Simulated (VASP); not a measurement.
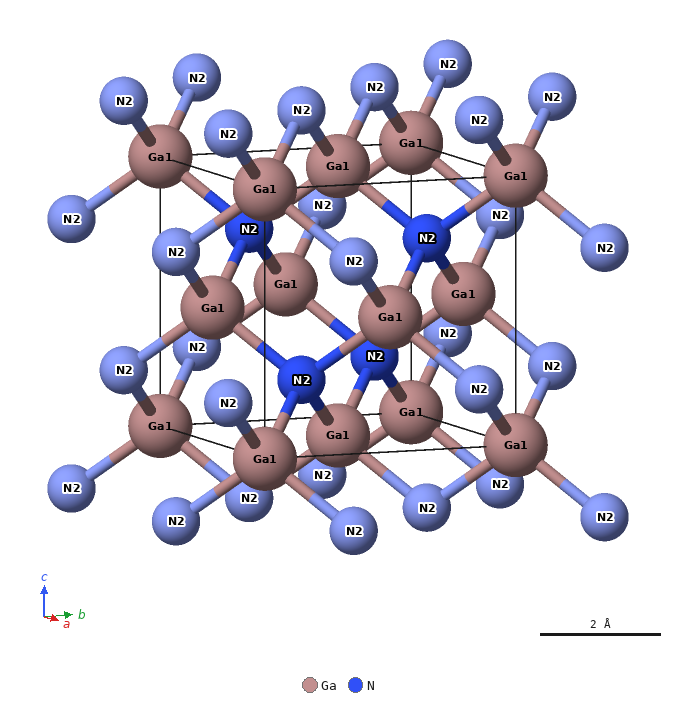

**Figure 1.** The input geometry of the first run (ball-and-stick view of the cell 4 times as large as that of the calculation, set on its symmetry axes, seen slightly off an axis; neighbours outside the cell are drawn fainter; atoms are numbered from 1 in the order of the input).

## GaN: a changed input and its effect

System: GaN (F-43m, 2 atoms in the cell).
Method of the first run: DFT, LDA, plane waves, PAW (VASP 6.6.1).

The structure was built on a prototype by a generator. The geometry comes from this level: PBE. 

### INCAR, the first run
```
ENCUT = 600.000000
SIGMA = 0.020000
EDIFF = 1.00e-07
EDIFFG = -5.00e-03
GGA = CA
PREC = Accurate
IBRION = 2
ISIF = 3
ISMEAR = -1
NBANDS = 16
NELM = 120
NSW = 40
LASPH = .TRUE.
LCHARG = .FALSE.
LWAVE = .FALSE.
LREAL = .FALSE.
```

### KPOINTS, the first run
```
KPOINTS created by Atomic Simulation Environment
0
Gamma
8 8 8
0 0 0
```

### POSCAR, the first run
```
Ga N
 1.0000000000000000
     0.0000000000000000    2.2741788659219644    2.2741788659219644
     2.2741788659219644    0.0000000000000000    2.2741788659219644
     2.2741788659219644    2.2741788659219644    0.0000000000000000
 Ga  N
   1   1
Cartesian
  0.0000000000000000  0.0000000000000000  0.0000000000000000
  1.1370894329609822  1.1370894329609822  1.1370894329609822
```

Command:
```bash
mpirun -np 1 vasp_std
```

Hardware: 1 CPU thread, shared host.

### OSZICAR and lines of OUTCAR (the first run)
```
N       E                     dE             d eps       ncg     rms          rms(c)
DAV:   1     0.802291708789E+02    0.80229E+02   -0.10218E+04  1080   0.221E+03
DAV:   2    -0.102344163157E+02   -0.90464E+02   -0.85098E+02  1024   0.344E+02
DAV:   3    -0.159593512713E+02   -0.57249E+01   -0.57060E+01  1144   0.702E+01
DAV:   4    -0.160133495667E+02   -0.53998E-01   -0.53994E-01  1088   0.716E+00
DAV:   5    -0.160140660599E+02   -0.71649E-03   -0.71648E-03  1128   0.810E-01    0.759E+00
DAV:   6    -0.140009746613E+02    0.20131E+01   -0.49571E+00  1384   0.413E+01    0.266E+00
DAV:   7    -0.139723283307E+02    0.28646E-01   -0.25503E-01  1048   0.607E+00    0.168E+00
DAV:   8    -0.139474158239E+02    0.24913E-01   -0.68393E-02  1120   0.276E+00    0.695E-01
DAV:   9    -0.139441719454E+02    0.32439E-02   -0.11242E-02  1248   0.226E+00    0.200E-01
DAV:  10    -0.139442606849E+02   -0.88739E-04   -0.14358E-03  1216   0.509E-01    0.839E-02
DAV:  11    -0.139441829653E+02    0.77720E-04   -0.22087E-04  1384   0.260E-01    0.111E-02
DAV:  12    -0.139441850946E+02   -0.21293E-05   -0.18253E-05  1064   0.406E-02    0.201E-03
DAV:  13    -0.139441850604E+02    0.34162E-07   -0.45162E-07  1336   0.140E-02
   1 F= -.13944185E+02 E0= -.13944185E+02  d E =-.139442E+02
[... from OUTCAR:]
   NELECT =      18.0000    total number of electrons
 E-fermi :   5.8661
  free  energy   TOTEN  =       -13.9441850604 eV
  energy  without entropy=      -13.9441850604  energy(sigma->0) =      -13.94418506
```

The input of the second run differs as follows (lines with − go, lines with + come):
```diff
-NBANDS = 16
-NELM = 120
-NSW = 40
+NELM = 62
+NSW = 30
+NBANDS = 9
```

What does this change do to the results?

The second run ends 0.8 meV per atom lower: the change has altered the solution reached or how tightly it is converged. The SCF takes 53 iterations against 13.

### OSZICAR and lines of OUTCAR (the second run)
```
N       E                     dE             d eps       ncg     rms          rms(c)
DAV:   1     0.901580944386E+02    0.90158E+02   -0.11063E+04   522   0.385E+03
DAV:   2     0.872670042307E+00   -0.89285E+02   -0.89285E+02   567   0.378E+02
DAV:   3    -0.145222964822E+02   -0.15395E+02   -0.15395E+02   659   0.115E+02
DAV:   4    -0.157891015473E+02   -0.12668E+01   -0.12668E+01   608   0.278E+01
DAV:   5    -0.158608389272E+02   -0.71737E-01   -0.71737E-01   732   0.489E+00    0.735E+00
DAV:   6    -0.139401562342E+02    0.19207E+01   -0.13237E+01   779   0.699E+01    0.262E+00
DAV:   7    -0.139263983179E+02    0.13758E-01   -0.48745E-01   563   0.117E+01    0.163E+00
[...]
DAV:   4    -0.139457413726E+02    0.70563E-05   -0.16663E-05   692   0.797E-02    0.784E-04
DAV:   5    -0.139457414162E+02   -0.43580E-07   -0.56442E-07   524   0.108E-02
   5 F= -.13945741E+02 E0= -.13945741E+02  d E =0.113009E-05
       N       E                     dE             d eps       ncg     rms          rms(c)
DAV:   1    -0.139458326379E+02   -0.91265E-04   -0.14062E-03   553   0.141E+00    0.554E-02
DAV:   2    -0.139457674073E+02    0.65231E-04   -0.15120E-04   564   0.533E-01    0.250E-02
DAV:   3    -0.139457510580E+02    0.16349E-04   -0.28906E-05   562   0.252E-01    0.578E-03
DAV:   4    -0.139457491607E+02    0.18973E-05   -0.46273E-06   706   0.419E-02    0.458E-04
DAV:   5    -0.139457491672E+02   -0.64888E-08   -0.12940E-07   275   0.593E-03
   6 F= -.13945749E+02 E0= -.13945749E+02  d E =-.662087E-05
[... from OUTCAR:]
   NELECT =      18.0000    total number of electrons
 E-fermi :   5.7568
  free  energy   TOTEN  =       -13.9457491672 eV
  energy  without entropy=      -13.9457491672  energy(sigma->0) =      -13.94574917
```

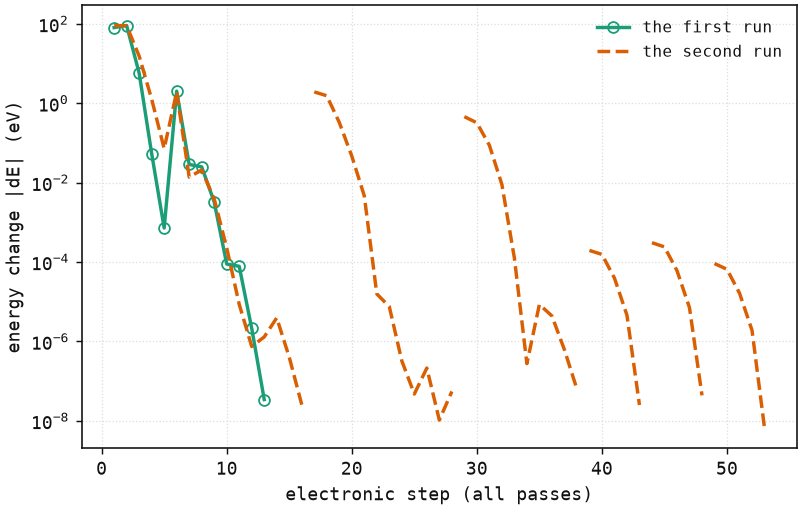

**Figure 2.** Convergence of the two runs: energy change |dE| against the electronic step. A break in a curve parts two SCF passes. The first run takes 13 steps in all, and the second run takes 53.

### The two runs side by side

| quantity | the first run | the second run |
| --- | --- | --- |
| outcome | converged | converged |
| free energy per atom (eV) | −6.9721 | −6.9729 |
| pressure (GPa) | 0.03 | 0.02 |
| largest force (eV/Å) | 0.000 | 0.000 |
| SCF iterations | 13 | 53 |
| irreducible k-points | 29 | 29 |

For both runs: The volume changed by more than 5 % on the plane waves of the start, so the result carries a basis error; a second relaxation from the end is advised. For the second run: Some settings of this run were drawn to be unusual or wrong (NELM = 62; NSW = 30; NBANDS changed). It did no harm here: the run converged to the energy of the sound run within 1 meV per atom.
